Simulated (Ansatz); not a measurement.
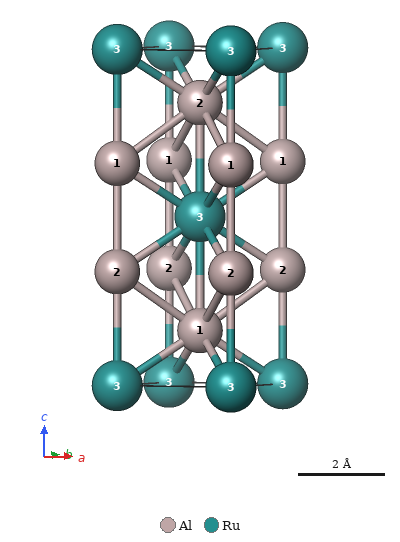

**Figure 1.** The input geometry (ball-and-stick view of the cell 2 times as large as that of the calculation, set on its symmetry axes, seen at an oblique angle; atoms are numbered from 1 in the order of the input). An atom can appear more than once, as a periodic image.

**Geometry relaxation, with input and output: Al2Ru**

System: Al2Ru (I4/mmm, 3 atoms in the cell).
Method: DFT PBEsol, scalar-relativistic, plane waves, PAW, no spin polarisation (Ansatz 0.2.0).

The structure derives from a Materials Project entry. It belongs to a series of runs on one base structure; here: relaxed at 50 GPa. Figures and captions count atoms from 1; the log counts them from 0 in places.

What the program printed:
```
Engine: ansatz 0.2.0, x86_64-unknown-linux-gnu
Pseudopotentials: kind: paw
Pseudopotential: Al, paw, valence charge 3, recommended cutoff 420 eV (normal), Al.paw.azcp
Pseudopotential: Ru, paw, valence charge 16, recommended cutoff 420 eV (normal), Ru.paw.azcp
Functional definition: PBEsol
  exchange = pbesol_x
  correlation = pbesol_c
Crystal: 3 atoms, lattice volume = 33.925 Å³
Basis set: ecut = 420 eV, 657 PW (Γ), exchange–correlation on 60×60×60 points (8 copies of the dense FFT grid, shifted against one another)
Bands: 15, of which v1, the nominal top of the filled ones, is band 11 counted from 1 (10 counted from 0)
Symmetry: 16 space group operations
Space group: I4/mmm (ITA 139), of the structure as read, at distance tolerance 3.2e-5 Å
k-points: 641 of 8000
Non-local potential: Al, projectors of the file, l = 0: 2, l = 1: 2, l = 2: 1
Non-local potential: Ru, projectors of the file, l = 0: 3, l = 1: 2, l = 2: 2, l = 3: 1
PAW form: soft (Blöchl's): semilocal exchange-correlation on the pseudo side does not see the compensation charge
PAW frozen core: Al, regenerated for the run's functional, and the local potential with it (the file was generated under x = pbe(κ = 0.804, μ = 0.2195149727645171), c = pbe(β = 0.06672455060314922))
PAW frozen core: Ru, regenerated for the run's functional, and the local potential with it (the file was generated under x = pbe(κ = 0.804, μ = 0.2195149727645171), c = pbe(β = 0.06672455060314922))
PAW one-centre angular grid: Al, 110 points (default); XC on 64 Gauss nodes
PAW one-centre angular grid: Ru, 590 points (default); XC on 64 Gauss nodes
Initial density: superposition of atomic densities (neutral atoms: chi_scale 0, normalization atom), corrected by the library's trained network
Initial wavefunctions: pseudopotential atomic-orbital guess
Functional: x = pbesol(κ = 0.804, μ = 0.12345679012345678), c = pbesol(β = 0.046)
SCF iter   1: F=—  HF=-6866.619492 eV  |F-HF|=—  |Δ(HF+E_count)|=         —  Δρ=1.06e-2  dr2=4.12e-2  ethr=1.77e-3  ⟨swp⟩=5.3  Hψ=54987  notcnv=0
preconditioner: auto → Kerker (q_TF=auto, 2.538 Å⁻¹)  [metal: Δε(μ)=0.042 eV  Ē_g=8.645 eV  σ=0.100 eV  W_gap=0.23  n_scr=10 (ndim 8)  ℏωp=23.9 eV  f_vac=0.000  D(μ)=0.12/eV (n_scr^D=0)]
SCF iter   2: F=—  HF=-6866.610034 eV  |F-HF|=—  |Δ(HF+E_count)|=   9.46e-3  Δρ=3.49e-3  dr2=2.35e-3  ethr=1.87e-4  ⟨swp⟩=1.9  Hψ=16606  notcnv=0
SCF iter   3: F=—  HF=-6866.609780 eV  |F-HF|=—  |Δ(HF+E_count)|=   2.54e-4  Δρ=1.84e-3  dr2=7.44e-4  ethr=1.07e-5  ⟨swp⟩=1.8  Hψ=10111  notcnv=0
SCF iter   4: F=—  HF=-6866.609649 eV  |F-HF|=—  |Δ(HF+E_count)|=   1.31e-4  Δρ=2.25e-4  dr2=1.11e-5  ethr=3.38e-6  ⟨swp⟩=2.2  Hψ=16259  notcnv=0
SCF iter   5: F=—  HF=-6866.609620 eV  |F-HF|=—  |Δ(HF+E_count)|=   2.94e-5  Δρ=6.15e-5  dr2=1.42e-6  ethr=5.06e-8  ⟨swp⟩=2.1  Hψ=16107  notcnv=0
SCF iter   6: F=-6866.609620 eV  HF=-6866.609620 eV  |F-HF|=7.53e-9  |Δ(HF+E_count)|=   2.80e-7  Δρ=6.38e-6  dr2=1.19e-8  ethr=4.55e-10  ⟨swp⟩=6.5  Hψ=62776  notcnv=0
SCF 1 converged in 6 iterations: F = -6866.609620 eV  dr2 = 1.19e-8
  greatest PAW one-centre occupation: 0.999 electrons in one spin orbital (limit 2), on the Ru atom at site 2 (counted from 0), in its partial waves of l = 0
relax step   1: F+E_penalty+E_count = -6866.60961967 eV  Δ(F+E_penalty+E_count) = +0.000e0 eV  max|allowed force component| = 3.091e-1 eV/Å  Δτ_max = 0.0000 Å  P = +51.596 GPa  Ω = 33.925 Å³  (6 SCF iters, dr2 threshold 1.00e-7 eV, accepted)
Crystal: 3 atoms, lattice volume = 34.050 Å³
Initial density: handed on by an earlier stage of this run
Initial wavefunctions: those handed on with the density
iter 1 solved again at ethr=6.76e-7 eV; its pass at ethr=3.10e-3 eV (dr2=1.49e-4 eV) is discarded
SCF iter   1: F=—  HF=-6866.652037 eV  |F-HF|=—  |Δ(HF+E_count)|=         —  Δρ=7.16e-4  dr2=1.41e-4  ethr=6.76e-7  ⟨swp⟩=2.0  Hψ=59164  notcnv=0
preconditioner: auto → Kerker (q_TF=auto, 2.537 Å⁻¹)  [metal: Δε(μ)=0.015 eV  Ē_g=8.613 eV  σ=0.100 eV  W_gap=0.08  n_scr=10 (ndim 8)  ℏωp=23.8 eV  f_vac=0.000  D(μ)=0.18/eV (n_scr^D=0)]
SCF iter   2: F=—  HF=-6866.651989 eV  |F-HF|=—  |Δ(HF+E_count)|=   4.90e-5  Δρ=3.96e-4  dr2=6.01e-5  ethr=6.43e-7  ⟨swp⟩=1.0  Hψ=9615  notcnv=0
SCF iter   3: F=—  HF=-6866.651969 eV  |F-HF|=—  |Δ(HF+E_count)|=   1.99e-5  Δρ=8.14e-5  dr2=2.80e-6  ethr=2.73e-7  ⟨swp⟩=2.2  Hψ=12928  notcnv=0
SCF iter   4: F=—  HF=-6866.651968 eV  |F-HF|=—  |Δ(HF+E_count)|=   8.94e-7  Δρ=3.48e-5  dr2=8.07e-7  ethr=1.27e-8  ⟨swp⟩=2.5  Hψ=16242  notcnv=0
SCF iter   5: F=-6866.651968 eV  HF=-6866.651968 eV  |F-HF|=4.58e-10  |Δ(HF+E_count)|=   1.70e-7  Δρ=6.20e-6  dr2=5.65e-9  ethr=1.36e-9  ⟨swp⟩=8.8  Hψ=60963  notcnv=0
SCF 2 converged in 5 iterations: F = -6866.651968 eV  dr2 = 5.65e-9
relax step   2: F+E_penalty+E_count = -6866.65196754 eV  Δ(F+E_penalty+E_count) = -4.235e-2 eV  max|allowed force component| = 5.126e-2 eV/Å  Δτ_max = 0.0070 Å  P = +49.892 GPa  Ω = 34.050 Å³  energy of the carried Pulay correction = -5.905e-5 eV  (5 SCF iters, dr2 threshold 3.00e-7 eV, accepted)
Crystal: 3 atoms, lattice volume = 34.040 Å³
iter 1 solved again at ethr=5.72e-7 eV; its pass at ethr=3.10e-3 eV (dr2=1.26e-4 eV) is discarded
SCF iter   1: F=—  HF=-6866.648967 eV  |F-HF|=—  |Δ(HF+E_count)|=         —  Δρ=4.09e-4  dr2=1.30e-4  ethr=5.72e-7  ⟨swp⟩=2.7  Hψ=56391  notcnv=0
preconditioner: auto → Kerker (q_TF=auto, 2.537 Å⁻¹)  [metal: Δε(μ)=0.014 eV  Ē_g=8.613 eV  σ=0.100 eV  W_gap=0.08  n_scr=10 (ndim 8)  ℏωp=23.8 eV  f_vac=0.000  D(μ)=0.17/eV (n_scr^D=0)]
SCF iter   2: F=—  HF=-6866.648925 eV  |F-HF|=—  |Δ(HF+E_count)|=   4.24e-5  Δρ=1.73e-4  dr2=2.01e-5  ethr=5.72e-7  ⟨swp⟩=2.1  Hψ=12154  notcnv=0
SCF iter   3: F=—  HF=-6866.648920 eV  |F-HF|=—  |Δ(HF+E_count)|=   5.18e-6  Δρ=8.49e-5  dr2=6.76e-6  ethr=9.16e-8  ⟨swp⟩=1.6  Hψ=13060  notcnv=0
SCF iter   4: F=-6866.648917 eV  HF=-6866.648917 eV  |F-HF|=5.96e-8  |Δ(HF+E_count)|=   2.38e-6  Δρ=1.55e-5  dr2=8.73e-8  ethr=1.36e-9  ⟨swp⟩=7.0  Hψ=61682  notcnv=0
SCF 3 converged in 4 iterations: F = -6866.648917 eV  dr2 = 8.73e-8
relax step   3: F+E_penalty+E_count = -6866.64891740 eV  Δ(F+E_penalty+E_count) = +3.050e-3 eV  max|allowed force component| = 6.861e-3 eV/Å  Δτ_max = 0.0018 Å  P = +49.961 GPa  Ω = 34.040 Å³  energy of the carried Pulay correction = -5.417e-5 eV  (4 SCF iters, dr2 threshold 3.00e-7 eV, accepted)
Crystal: 3 atoms, lattice volume = 34.036 Å³
iter 1 solved again at ethr=3.61e-8 eV; its pass at ethr=3.10e-3 eV (dr2=7.94e-6 eV) is discarded
SCF iter   1: F=—  HF=-6866.647741 eV  |F-HF|=—  |Δ(HF+E_count)|=         —  Δρ=1.01e-4  dr2=8.36e-6  ethr=3.61e-8  ⟨swp⟩=2.0  Hψ=56678  notcnv=0
preconditioner: auto → Kerker (q_TF=auto, 2.537 Å⁻¹)  [metal: Δε(μ)=0.015 eV  Ē_g=8.615 eV  σ=0.100 eV  W_gap=0.08  n_scr=10 (ndim 8)  ℏωp=23.8 eV  f_vac=0.000  D(μ)=0.18/eV (n_scr^D=0)]
SCF iter   2: F=—  HF=-6866.647720 eV  |F-HF|=—  |Δ(HF+E_count)|=   2.08e-5  Δρ=4.49e-5  dr2=1.50e-6  ethr=3.61e-8  ⟨swp⟩=2.1  Hψ=12195  notcnv=0
SCF iter   3: F=—  HF=-6866.647720 eV  |F-HF|=—  |Δ(HF+E_count)|=   4.16e-7  Δρ=2.20e-5  dr2=4.82e-7  ethr=6.83e-9  ⟨swp⟩=1.7  Hψ=13211  notcnv=0
SCF iter   4: F=-6866.647720 eV  HF=-6866.647720 eV  |F-HF|=2.18e-9  |Δ(HF+E_count)|=   1.71e-7  Δρ=3.62e-6  dr2=3.56e-9  ethr=2.01e-10  ⟨swp⟩=6.1  Hψ=57420  notcnv=0
SCF 4 converged in 4 iterations: F = -6866.647720 eV  dr2 = 3.56e-9
relax step   4: F+E_penalty+E_count = -6866.64771989 eV  Δ(F+E_penalty+E_count) = +1.198e-3 eV  max|allowed force component| = 1.225e-4 eV/Å  Δτ_max = 0.0004 Å  P = +49.998 GPa  Ω = 34.036 Å³  energy of the carried Pulay correction = -5.235e-5 eV  (4 SCF iters, dr2 threshold 4.42e-8 eV, accepted)
Initial wavefunctions: pseudopotential atomic-orbital guess (no wavefunctions were taken with the density)
iter 1 solved again at ethr=5.37e-8 eV; its pass at ethr=3.10e-3 eV (dr2=1.18e-5 eV) is discarded
SCF iter   1: F=—  HF=-6866.647792 eV  |F-HF|=—  |Δ(HF+E_count)|=         —  Δρ=1.33e-5  dr2=7.86e-9  ethr=5.37e-8  ⟨swp⟩=3.1  Hψ=81991  notcnv=0
preconditioner: auto → Kerker (q_TF=auto, 2.537 Å⁻¹)  [metal: Δε(μ)=0.015 eV  Ē_g=8.616 eV  σ=0.100 eV  W_gap=0.08  n_scr=10 (ndim 8)  ℏωp=23.8 eV  f_vac=0.000  D(μ)=0.18/eV (n_scr^D=0)]
SCF iter   2: F=—  HF=-6866.647772 eV  |F-HF|=—  |Δ(HF+E_count)|=   1.97e-5  Δρ=6.85e-6  dr2=1.87e-9  ethr=3.57e-11  ⟨swp⟩=2.1  Hψ=16308  notcnv=0
SCF iter   3: F=—  HF=-6866.647772 eV  |F-HF|=—  |Δ(HF+E_count)|=   2.95e-9  Δρ=7.77e-7  dr2=2.93e-10  ethr=8.51e-12  ⟨swp⟩=2.1  Hψ=13471  notcnv=0
SCF iter   4: F=-6866.647772 eV  HF=-6866.647772 eV  |F-HF|=3.64e-11  |Δ(HF+E_count)|=  6.37e-11  Δρ=3.42e-7  dr2=4.80e-11  ethr=1.00e-12  ⟨swp⟩=6.7  Hψ=50718  notcnv=0
SCF 5 converged in 4 iterations: F = -6866.647772 eV  dr2 = 4.80e-11
relax step   5: F+E_penalty+E_count = -6866.64777223 eV  Δ(F+E_penalty+E_count) = -5.235e-5 eV  max|allowed force component| = 1.560e-4 eV/Å  Δτ_max = 0.0000 Å  P = +49.999 GPa  Ω = 34.036 Å³  stress off target by 1.03e-3 GPa  SCF on the basis re-selected at this cell (its energy is not comparable with the rows above)  (4 SCF iters)
```

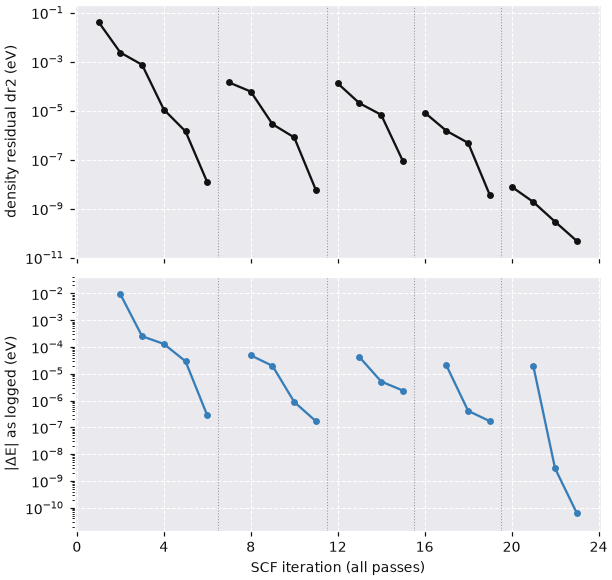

**Figure 2.** Convergence of the self-consistent field: density residual dr2 and size of the energy change against the SCF iteration. The dotted lines part the SCF passes of the relaxation: geometry steps, rejected trials and re-solves on a re-selected basis. The 5 passes take 4 to 6 iterations each, 23 in all.

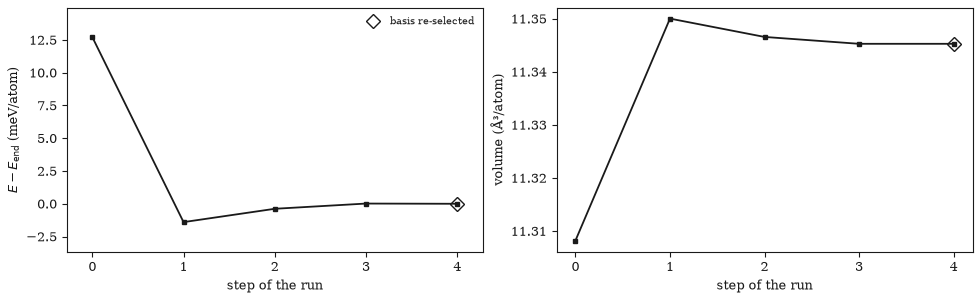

**Figure 3.** Progress of the relaxation, step by step (the first geometry is step 0 here and step 1 in the log). The largest moves relative to the cell, 0.009 Å, are those of Al1 and Al2. Ru stays in place. After 3 geometry steps the energy has fallen by 12.7 meV per atom. The largest force component goes from 0.31 to 0.00016 eV/Å. The pressure goes from 51.60 to 50.00 GPa. A last SCF at the same geometry on a re-selected plane-wave basis shifts the energy by next to nothing (0.0 meV per atom). (Atoms are counted from 1 in the order of the input.)

```
basis re-selected at this cell: Δ(F+E_penalty+E_count) = -5.235e-5 eV, ΔP = +0.001 GPa vs the last step (what re-selecting the basis moved, of the pressure what is left beyond the Pulay correction that the steps carried, after the strain that the cell walked since its last selection, with what the two solves' SCF thresholds leave and, on support functions, any second-order correction that the steps lacked; it is no measure of the basis error at this ecutwfc). This SCF's stress stands 1.03e-3 GPa from its target on what of the cell is left free (relax.cell.stress_tol is 8.00e-2 GPa) and its largest allowed force component is 1.56e-4 eV/Å (relax.f_tol is 8.00e-3 eV/Å): within both
SCF converged after 4 iterations
Free energy (F): -6866.647772 eV
Harris-Foulkes:  -6866.647772 eV  (|F-HF|=3.64e-11)
Internal energy: -6866.646883 eV  (E = F + TS)
E sigma→0 (E₀):  -6866.647328 eV
Entropy (-TS):   -0.000889 eV (-0.296 meV/atom)
Fermi energy:    17.500546 eV
--- Per-component energies (eV) ---
  E_band       = -80.008345
  E_kinetic    = 581.791613
  E_local      = -1968.301169  (includes V_loc(G=0)·N_el)
  E_nonlocal   = 368.951359
  E_hartree    = 739.160154
  E_xc         = -277.029110
  E_vxc        = -308.257808  (∫ρ·V_xc dr)
  E_paw        = -4311.627663  (= ΣΔE_a)
  E_vpaw       = -232.512474  (= ΣTr[D̂ρ^β])
  E_aug_tail   = -0.000211  (compensation charges beyond the density's cutoff)
  E_ewald      = -1999.883430
  E_core_change = 0.291574  (= ΣΔE_core)
  E_smearing   = -0.000889  (= −TS)
  E_closure    = -0.000000  (closes the sum)
  Σ components = -6866.647772   (vs F -6866.647772, Δ=0.00e0)
--- Forces (eV/Å), atoms counted from 1 ---
  atom   1  Al    -0.00000000     0.00000000    -0.00015601
  atom   2  Al     0.00000000     0.00000000     0.00015601
  atom   3  Ru     0.00000000     0.00000000     0.00000000
  max |Σ_I F_I| component: 2.43e-17 eV/Å
--- Stress (GPa, compression-positive) ---
       49.999091      -0.000000       0.000000
       -0.000000      49.999091       0.000000
        0.000000      -0.000000      49.998974
  P = ⅓ Tr σ = 49.9991 GPa (499.991 kbar)
--- Band table (eV; the first three rows and the last of 641) ---
  k-point 0: bands = ["-55.1887", "-25.2461", "-25.2344", "-25.2344", "5.2485", "10.9862", "12.6411", "15.0655", "15.0655", "15.5424", "16.4613", "20.7271", "21.6529", "24.5471", "24.5471"]
  k-point 1: bands = ["-55.1877", "-25.2447", "-25.2408", "-25.2402", "5.3434", "11.0723", "12.6938", "14.6538", "14.9106", "16.0073", "16.3209", "20.6944", "21.5482", "24.2108", "24.4320"]
  k-point 2: bands = ["-55.1847", "-25.2592", "-25.2571", "-25.2407", "5.6248", "11.3223", "12.8517", "14.1498", "14.4977", "15.9185", "16.6496", "20.6177", "21.3160", "23.4087", "24.1891"]
  k-point 640: bands = ["-55.1885", "-25.2531", "-25.2345", "-25.2345", "7.3416", "8.1484", "12.4142", "14.0748", "15.6130", "15.6130", "16.5010", "21.1196", "21.1196", "23.8502", "24.9821"]
--- Relaxed structure (4 steps of the walk, 4 accepted, 1 SCFs on fresh bases) ---
  F+E_penalty+E_count = -6866.64777223 eV   max|allowed force component| = 1.560e-4 eV/Å   (the final SCF, on the basis selected at the relaxed cell)
  cell:  # Å, volume = 34.0358 Å³
    - [-1.4670868444016216, 1.4670868444016216, 3.9533432506783655]
    - [1.4670868444016216, -1.4670868444016216, 3.9533432506783655]
    - [1.4670868444016216, 1.4670868444016216, -3.9533432506783655]
  atoms:
    - { symbol: Al, position: [0.6623289800132798, 0.6623289800132798, 2.0240885736417627e-34] }
    - { symbol: Al, position: [0.3376710199867203, 0.3376710199867203, 2.238298868006651e-34] }
    - { symbol: Ru, position: [-1.4649977587862827e-19, -1.4649977587862875e-19, -4.906382213784697e-34] }
```

Trajectory as extended XYZ (Å, eV, eV/Å), 5 frames, from step=1 to step=5:
```
3
Lattice="-1.4659 1.4659 3.9470 1.4659 -1.4659 3.9470 1.4659 1.4659 -3.9470" Properties=species:S:1:pos:R:3:forces:R:3 step=1 energy=-6866.60962 pressure_GPa=51.60
Al    0.0000    0.0000    5.2193    0.0000   0.0000   0.3091
Al    0.0000    0.0000    2.6748    0.0000   0.0000  -0.3091
Ru    0.0000    0.0000    0.0000    0.0000   0.0000   0.0000
3
Lattice="-1.4663 1.4663 3.9593 1.4663 -1.4663 3.9593 1.4663 1.4663 -3.9593" Properties=species:S:1:pos:R:3:forces:R:3 step=2 energy=-6866.65197 pressure_GPa=49.89
Al    0.0000    0.0000    5.2425    0.0000   0.0000   0.0513
Al    0.0000    0.0000    2.6761    0.0000   0.0000  -0.0513
Ru    0.0000    0.0000    0.0000    0.0000   0.0000   0.0000
3
Lattice="-1.4669 1.4669 3.9548 1.4669 -1.4669 3.9548 1.4669 1.4669 -3.9548" Properties=species:S:1:pos:R:3:forces:R:3 step=3 energy=-6866.64892 pressure_GPa=49.96
Al    0.0000    0.0000    5.2384    0.0000   0.0000   0.0069
Al    0.0000    0.0000    2.6712    0.0000   0.0000  -0.0069
Ru    0.0000    0.0000    0.0000    0.0000   0.0000   0.0000
3
Lattice="-1.4671 1.4671 3.9533 1.4671 -1.4671 3.9533 1.4671 1.4671 -3.9533" Properties=species:S:1:pos:R:3:forces:R:3 step=4 energy=-6866.64772 pressure_GPa=50.00
Al    0.0000    0.0000    5.2368    0.0000   0.0000  -0.0001
Al    0.0000    0.0000    2.6699    0.0000   0.0000   0.0001
Ru    0.0000    0.0000    0.0000    0.0000   0.0000   0.0000
3
Lattice="-1.4671 1.4671 3.9533 1.4671 -1.4671 3.9533 1.4671 1.4671 -3.9533" Properties=species:S:1:pos:R:3:forces:R:3 step=5 energy=-6866.64777 pressure_GPa=50.00
Al    0.0000    0.0000    5.2368    0.0000   0.0000  -0.0002
Al    0.0000    0.0000    2.6699    0.0000   0.0000   0.0002
Ru    0.0000    0.0000    0.0000    0.0000   0.0000   0.0000
```

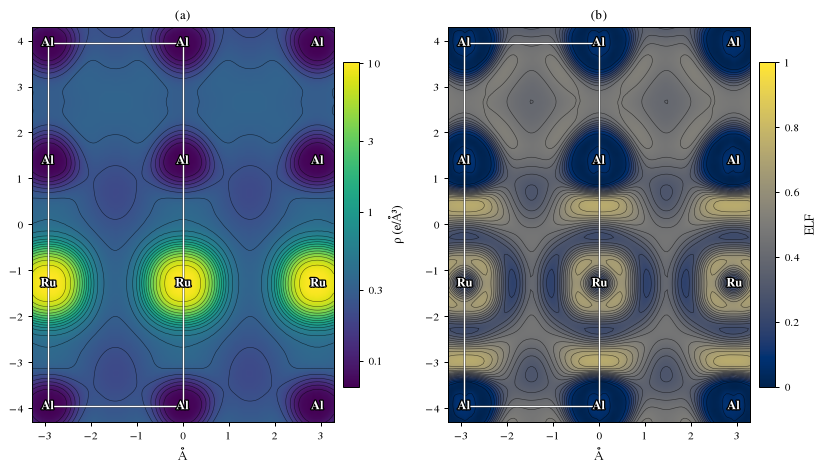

**Figure 4.** (a) valence electron density; (b) electron localisation function on the (010) plane of the conventional cell. The section cuts through Al and Ru sites. Al–Al (2.57 Å): the density is about 0.29 e/Å³ at the midpoint; the ELF is about 0.50 at the midpoint; no shared electron pair. Al–Ru (2.67 Å): ρ is about 0.4 e/Å³ halfway; the ELF is about 0.50 at the midpoint (no shared electron pair). Away from the nuclei the density in this plane falls to 0.2 e/Å³ at its lowest. The strong features right at Ru lie inside the PAW spheres (semicore, d or f shells) and say nothing about bonding. In a PAW calculation such maps are meaningful between the atoms, not at the nuclei.

The run was set up as follows.

Input file:
```yaml
crystal:
  lattice:
    - [-1.4658563607, 1.4658563607, 3.947044664]
    - [1.4658563607, -1.4658563607, 3.947044664]
    - [1.4658563607, 1.4658563607, -3.947044664]
  atoms:
    - { symbol: Al, position: [0.6611652628, 0.6611652628, 0.0] }
    - { symbol: Al, position: [0.3388347372, 0.3388347372, 0.0] }
    - { symbol: Ru, position: [0.0, 0.0, 0.0] }
basis:
  ecutwfc: 420
kpoints:
  mp_grid: { grid: [20, 20, 20] }
hamiltonian:
  xc: pbesol
scf:
  occupations: { method: gaussian, width: 0.1 }
output:
  forces: true
  stress: true
  eigenvalues: true
  write_density: true
  write_potential: true
  elf: true
  volumetric_format: npy
relax:
  adjacent_minimum: "off"
  f_tol: 0.008
  max_steps: 50
  cell: { stress_tol: 0.08, p_target: 50.0 }
```

Launch command:
```bash
ansatz run input.yaml --threads 1 --pin off --max-ram 2560MiB --backend cpu --events-out ev --progress --plain --runs-dir out
```

Key numbers:

- outcome: converged
- space group (tolerance 0.01 Å): I4/mmm (139)
- electrons treated: 22
- free energy: −6866.6478 eV
- Fermi energy: 17.501 eV
- gap on the k-point mesh: none (metallic)
- pressure: 50.00 GPa
- final volume: 34.04 Å³
- largest force (length of the vector) at the end: under 0.001 eV/Å
- final cell: a = 4.465 Å, b = 4.465 Å, c = 4.465 Å, α = 141.63°, β = 141.63°, γ = 55.38°
- hardware: 1 thread of AMD EPYC (Zen 3), 189 GiB of memory available, shared host
- wall time: 3.7 min
- peak memory: 0.63 GiB

Remarks:

The cell was relaxed to the target pressure of the input; what is minimised is then the enthalpy E + pV.
